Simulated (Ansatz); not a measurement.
# Where O_i (void) puts its levels in the gap of AlN (P6_3mc)

Charge states of O_i (void) in AlN (P6_3mc), set against the band edges. Model: a cell of 72 host atoms with 1 O put in.

Calculated with Ansatz 0.2.0; place-levels on r2SCAN runs: charge-transition levels and formation energies with image-charge correction and potential alignment at the atomic sites; PAW set soft_1.

### 1. Starting point

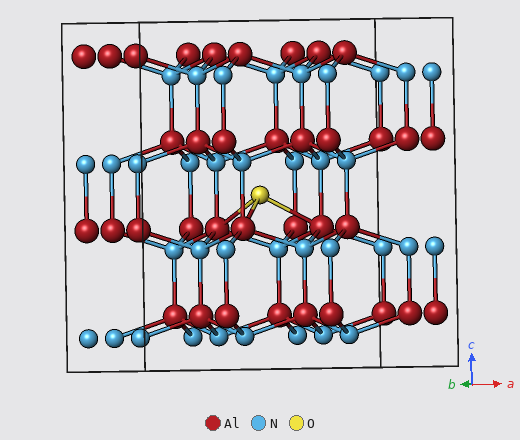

Start, viewed slightly off an axis; aluminium red, nitrogen blue, oxygen yellow. Bonds to atoms that aren't drawn are left out.

The cell holds 73 atoms: 36 Al, 36 N and 1 O. Its edges and angles: a = 9.320 Å, b = 9.320 Å, c = 9.956 Å, α = 90.0°, β = 90.0°, γ = 120.0°. It derives from AlN (space group P6_3mc). Nearest the centre at fractional (0.667, 0.667, 0.345): O73 at 0.00 Å, Al65 at 2.03 Å, N67 at 2.03 Å, Al41 at 2.03 Å, N43 at 2.03 Å, N35 at 2.03 Å, Al33 at 2.03 Å, Al66 at 2.36 Å.

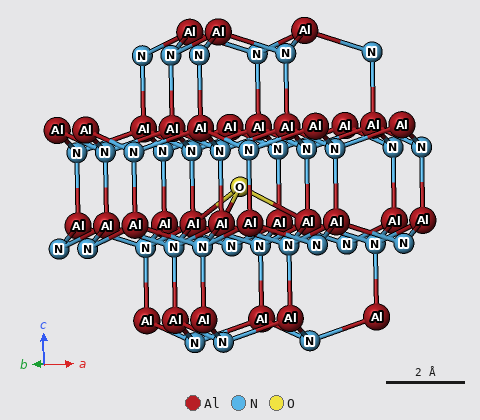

The atoms within 5 Å of the centre.

Coordinates:

```xyz
73
Lattice="9.3196 0.0000 0.0000 -4.6598 8.0710 0.0000 0.0000 0.0000 9.9565" Properties=species:S:1:pos:R:3 pbc="T T T"
Al    1.5533    0.8968    2.4852
Al    0.0000    1.7936    4.9743
N     1.5533    0.8968    4.3848
N     0.0000    1.7936    1.8957
Al    1.5533    0.8968    7.4634
Al    0.0000    1.7936    9.9525
N     1.5533    0.8968    9.3631
N     0.0000    1.7936    6.8739
Al    0.0000    3.5871    2.4852
Al   -1.5533    4.4839    4.9743
N     0.0000    3.5871    4.3848
N    -1.5533    4.4839    1.8957
Al    0.0000    3.5871    7.4634
Al   -1.5533    4.4839    9.9525
N     0.0000    3.5871    9.3631
N    -1.5533    4.4839    6.8739
Al   -1.5533    6.2774    2.4852
Al   -3.1065    7.1742    4.9743
N    -1.5533    6.2774    4.3848
N    -3.1065    7.1742    1.8957
Al   -1.5533    6.2774    7.4634
Al   -3.1065    7.1742    9.9525
N    -1.5533    6.2774    9.3631
N    -3.1065    7.1742    6.8739
Al    4.6598    0.8968    2.4852
Al    3.1065    1.7936    4.9743
N     4.6598    0.8968    4.3848
N     3.1065    1.7936    1.8957
Al    4.6598    0.8968    7.4634
Al    3.1065    1.7936    9.9525
N     4.6598    0.8968    9.3631
N     3.1065    1.7936    6.8739
Al    3.1065    3.5871    2.4852
Al    1.5533    4.4839    4.9743
N     3.1065    3.5871    4.3848
N     1.5533    4.4839    1.8957
Al    3.1065    3.5871    7.4634
Al    1.5533    4.4839    9.9525
N     3.1065    3.5871    9.3631
N     1.5533    4.4839    6.8739
Al    1.5533    6.2774    2.4852
Al    0.0000    7.1742    4.9743
N     1.5533    6.2774    4.3848
N     0.0000    7.1742    1.8957
Al    1.5533    6.2774    7.4634
Al    0.0000    7.1742    9.9525
N     1.5533    6.2774    9.3631
N     0.0000    7.1742    6.8739
Al    7.7663    0.8968    2.4852
Al    6.2130    1.7936    4.9743
N     7.7663    0.8968    4.3848
N     6.2130    1.7936    1.8957
Al    7.7663    0.8968    7.4634
Al    6.2130    1.7936    9.9525
N     7.7663    0.8968    9.3631
N     6.2130    1.7936    6.8739
Al    6.2130    3.5871    2.4852
Al    4.6598    4.4839    4.9743
N     6.2130    3.5871    4.3848
N     4.6598    4.4839    1.8957
Al    6.2130    3.5871    7.4634
Al    4.6598    4.4839    9.9525
N     6.2130    3.5871    9.3631
N     4.6598    4.4839    6.8739
Al    4.6598    6.2774    2.4852
Al    3.1065    7.1742    4.9743
N     4.6598    6.2774    4.3848
N     3.1065    7.1742    1.8957
Al    4.6598    6.2774    7.4634
Al    3.1065    7.1742    9.9525
N     4.6598    6.2774    9.3631
N     3.1065    7.1742    6.8739
O     3.1065    5.3807    3.4350
```

The host's dielectric constants go in as inputs: (4.49, 4.49, 4.72) for the electrons alone, (8.15, 8.15, 9.65) with the ions, computed on the host (DFPT, PBEsol, on the r2SCAN cell), and a cell off the functional's own equilibrium shifts the ionic part.

The cell's shortest repeat is 9.3 Å.

### 2. Charge states

A transition level is the Fermi level at which two charge states cost the same, so each charge needs its own total energy, at its own relaxed structure.

Random displacements of about 0.05 Å break the site symmetry at the start, so that the relaxation can reach a distorted minimum if there is one. Forces are taken at one point at (¼, ¼, ¼). The cell holds 2 electrons more than the neutral one, with a uniform background that keeps it neutral on the whole.

The sampling was tested on the host first: at the k-points planned (1x1x1 shifted 0.25 0.25 0.25) its energy lies -0.014 eV an atom from the dense-mesh value, under the bound of 0.02 eV set for this test; that bounds the host's error, not the defect's.

One state's input; the others differ in charge, spin, start and seed, and in occupations where the table says so.

qm2.relax/input.yaml

```yaml
crystal:
  lattice:
    - [9.31956554, 9.0e-08, 0.0]
    - [-4.65978284, 8.07098046, 0.0]
    - [0.0, 0.0, 9.95647772]
  atoms:
    - { symbol: Al, position: [0.22222222, 0.11111111, 0.24960167] }
    - { symbol: Al, position: [0.11111111, 0.22222222, 0.49960167] }
    - { symbol: "N", position: [0.22222222, 0.11111111, 0.44039833] }
    - { symbol: "N", position: [0.11111111, 0.22222222, 0.19039833] }
    - { symbol: Al, position: [0.22222222, 0.11111111, 0.74960167] }
    - { symbol: Al, position: [0.11111111, 0.22222222, 0.99960167] }
    - { symbol: "N", position: [0.22222222, 0.11111111, 0.94039833] }
    - { symbol: "N", position: [0.11111111, 0.22222222, 0.69039833] }
    - { symbol: Al, position: [0.22222222, 0.44444444, 0.24960167] }
    - { symbol: Al, position: [0.11111111, 0.55555556, 0.49960167] }
    - { symbol: "N", position: [0.22222222, 0.44444444, 0.44039833] }
    - { symbol: "N", position: [0.11111111, 0.55555556, 0.19039833] }
    - { symbol: Al, position: [0.22222222, 0.44444444, 0.74960167] }
    - { symbol: Al, position: [0.11111111, 0.55555556, 0.99960167] }
    - { symbol: "N", position: [0.22222222, 0.44444444, 0.94039833] }
    - { symbol: "N", position: [0.11111111, 0.55555556, 0.69039833] }
    - { symbol: Al, position: [0.22222222, 0.77777778, 0.24960167] }
    - { symbol: Al, position: [0.11111111, 0.88888889, 0.49960167] }
    - { symbol: "N", position: [0.22222222, 0.77777778, 0.44039833] }
    - { symbol: "N", position: [0.11111111, 0.88888889, 0.19039833] }
    - { symbol: Al, position: [0.22222222, 0.77777778, 0.74960167] }
    - { symbol: Al, position: [0.11111111, 0.88888889, 0.99960167] }
    - { symbol: "N", position: [0.22222222, 0.77777778, 0.94039833] }
    - { symbol: "N", position: [0.11111111, 0.88888889, 0.69039833] }
    - { symbol: Al, position: [0.55555556, 0.11111111, 0.24960167] }
    - { symbol: Al, position: [0.44444444, 0.22222222, 0.49960167] }
    - { symbol: "N", position: [0.55555556, 0.11111111, 0.44039833] }
    - { symbol: "N", position: [0.44444444, 0.22222222, 0.19039833] }
    - { symbol: Al, position: [0.55555556, 0.11111111, 0.74960167] }
    - { symbol: Al, position: [0.44444444, 0.22222222, 0.99960167] }
    - { symbol: "N", position: [0.55555556, 0.11111111, 0.94039833] }
    - { symbol: "N", position: [0.44444444, 0.22222222, 0.69039833] }
    - { symbol: Al, position: [0.55555556, 0.44444444, 0.24960167] }
    - { symbol: Al, position: [0.44444444, 0.55555556, 0.49960167] }
    - { symbol: "N", position: [0.55555556, 0.44444444, 0.44039833] }
    - { symbol: "N", position: [0.44444444, 0.55555556, 0.19039833] }
    - { symbol: Al, position: [0.55555556, 0.44444444, 0.74960167] }
    - { symbol: Al, position: [0.44444444, 0.55555556, 0.99960167] }
    - { symbol: "N", position: [0.55555556, 0.44444444, 0.94039833] }
    - { symbol: "N", position: [0.44444444, 0.55555556, 0.69039833] }
    - { symbol: Al, position: [0.55555556, 0.77777778, 0.24960167] }
    - { symbol: Al, position: [0.44444444, 0.88888889, 0.49960167] }
    - { symbol: "N", position: [0.55555556, 0.77777778, 0.44039833] }
    - { symbol: "N", position: [0.44444444, 0.88888889, 0.19039833] }
    - { symbol: Al, position: [0.55555556, 0.77777778, 0.74960167] }
    - { symbol: Al, position: [0.44444444, 0.88888889, 0.99960167] }
    - { symbol: "N", position: [0.55555556, 0.77777778, 0.94039833] }
    - { symbol: "N", position: [0.44444444, 0.88888889, 0.69039833] }
    - { symbol: Al, position: [0.88888889, 0.11111111, 0.24960167] }
    - { symbol: Al, position: [0.77777778, 0.22222222, 0.49960167] }
    - { symbol: "N", position: [0.88888889, 0.11111111, 0.44039833] }
    - { symbol: "N", position: [0.77777778, 0.22222222, 0.19039833] }
    - { symbol: Al, position: [0.88888889, 0.11111111, 0.74960167] }
    - { symbol: Al, position: [0.77777778, 0.22222222, 0.99960167] }
    - { symbol: "N", position: [0.88888889, 0.11111111, 0.94039833] }
    - { symbol: "N", position: [0.77777778, 0.22222222, 0.69039833] }
    - { symbol: Al, position: [0.88888889, 0.44444444, 0.24960167] }
    - { symbol: Al, position: [0.77777778, 0.55555556, 0.49960167] }
    - { symbol: "N", position: [0.88888889, 0.44444444, 0.44039833] }
    - { symbol: "N", position: [0.77777778, 0.55555556, 0.19039833] }
    - { symbol: Al, position: [0.88888889, 0.44444444, 0.74960167] }
    - { symbol: Al, position: [0.77777778, 0.55555556, 0.99960167] }
    - { symbol: "N", position: [0.88888889, 0.44444444, 0.94039833] }
    - { symbol: "N", position: [0.77777778, 0.55555556, 0.69039833] }
    - { symbol: Al, position: [0.88888889, 0.77777778, 0.24960167] }
    - { symbol: Al, position: [0.77777778, 0.88888889, 0.49960167] }
    - { symbol: "N", position: [0.88888889, 0.77777778, 0.44039833] }
    - { symbol: "N", position: [0.77777778, 0.88888889, 0.19039833] }
    - { symbol: Al, position: [0.88888889, 0.77777778, 0.74960167] }
    - { symbol: Al, position: [0.77777778, 0.88888889, 0.99960167] }
    - { symbol: "N", position: [0.88888889, 0.77777778, 0.94039833] }
    - { symbol: "N", position: [0.77777778, 0.88888889, 0.69039833] }
    - { symbol: O, position: [0.666667, 0.666667, 0.345] }
  host:
    repeats: [3, 3, 2]
    atoms:
      - { symbol: Al, position: [0.66666667, 0.33333333, 0.49920333] }
      - { symbol: Al, position: [0.33333333, 0.66666667, 0.99920333] }
      - { symbol: "N", position: [0.66666667, 0.33333333, 0.88079667] }
      - { symbol: "N", position: [0.33333333, 0.66666667, 0.38079667] }
total_charge: -2
basis:
  ecutwfc: 500
  xc_grid: 2
hamiltonian:
  xc: r2scan
  pseudopotentials: { kind: paw, azcp: { folder: soft_1 } }
kpoints:
  mp_grid: { grid: [1, 1, 1], shift: [0.25, 0.25, 0.25] }
scf:
  occupations: { method: fixed }
  max_iter: 60
output:
  forces: true
  charged_corrections:
    epsilon: [4.49, 4.49, 4.72]
    static_epsilon: [8.15, 8.15, 9.65]
    defect_position: [0.666667, 0.666667, 0.345]
relax:
  f_tol: 0.02
  max_steps: 80
  random_displacement: { amplitude: 0.05, seed: 1596 }
checkpoint:
  write: "../qm2.relax.run"
  compress: false
  write_wavefunctions: true
  write_every: 100000
```

On the command line:

```
$ ansatz run input.yaml --threads 4 --pin off --max-ram 7536MiB --backend cpu --events-out ev --progress --plain --runs-dir out
```

The relaxed structure is kept and the sampling changed to a 2×2×2 shifted mesh.

The run of this state that the levels use, under r2SCAN:

qm2.point/input.yaml

```yaml
crystal:
  checkpoint: "../qm2.relax.run"
  host: checkpoint
total_charge: -2
basis:
  ecutwfc: 500
  xc_grid: 2
hamiltonian:
  xc: r2scan
  pseudopotentials: { kind: paw, azcp: { folder: soft_1 } }
kpoints:
  mp_grid: { grid: [2, 2, 2], shift: [0.5, 0.5, 0.5] }
scf:
  occupations: { method: fermi_dirac, width: 0.01 }
  max_iter: 60
output:
  forces: true
  eigenvalues: true
  charged_corrections:
    epsilon: [4.49, 4.49, 4.72]
    static_epsilon: [8.15, 8.15, 9.65]
    defect_position: [0.666667, 0.666667, 0.345]
  eigenstates: { localisation: true }
  populations: true
  band_densities: [{ bands: [v1, v1] }, { bands: [c1, c1] }]
  write_density: true
  write_potential: true
  volumetric_format: npy
checkpoint:
  read: "../qm2.relax.run"
  write: "../qm2.point.run"
  compress: false
  write_wavefunctions: false
  write_every: 100000
```

Relaxations under r2SCAN at one point at (¼, ¼, ¼); times on 4 threads of Arm Neoverse V1, shared host:

```csv
charge,moment (μB),occupations,outcome,steps,largest displacement against the far atoms (Å),time
−2,0,fixed,converged,11,0.24,2.3 min
−1,1,fixed,converged,9,0.35,4.8 min
0,0,fixed,converged,19,1.58,4.4 min
```

Single points under r2SCAN at a 2×2×2 shifted mesh; times on 4 threads of Arm Neoverse V1, shared host:

```csv
charge,moment (μB),occupations,outcome,time
−2,0,fermi-dirac,converged,99 s
−1,1,fermi-dirac,converged,3.9 min
0,0,fermi-dirac,converged,97 s
```

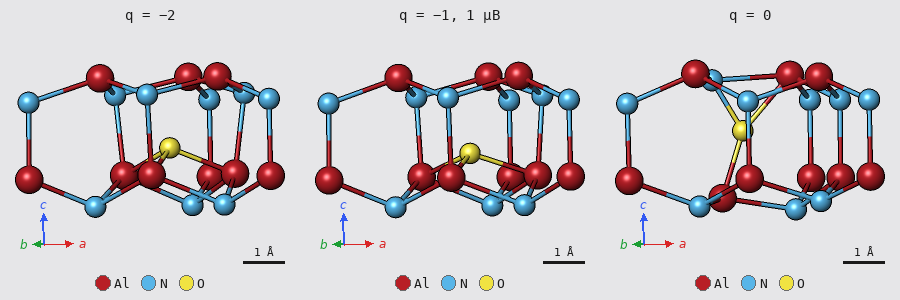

The structures near the centre after relaxation with r2SCAN, by charge.

Distances (Å) from O73 to the nearest atoms after relaxation with r2SCAN:

```csv
charge,moment (μB),1.,2.,3.,4.,5.,6.
−2,0,Al 1.78,Al 1.78,Al 1.78,N 2.34,N 2.34,N 2.34
−1,1,Al 1.81,Al 1.81,Al 1.81,N 2.29,N 2.33,N 2.33
0,0,N 1.47,Al 1.74,Al 1.83,N 2.36,Al 2.67,Al 2.69
```

(Part 1 of 2 ends here.)

[Logs are printed without paths, hosts, clocks, repeated set-up lines and the standing remarks that a program may print on its own settings, such as how far it seeks lower states.]

[Hosts, paths, dates, database ids (printed as entryN), source tags and the programs' standing remarks are cut or masked in the printed files.]

[Where a table of states has a column of steps, it counts the stored structures, which are thinned; the runs took as many ionic steps or more.]

[A defect's name tells the site on which it was built; relaxed atoms can leave that site.]

[For some hosts the program warned that the k-mesh of the response run may be too coarse for force constants and the static dielectric constant; such warnings are not shown here.]
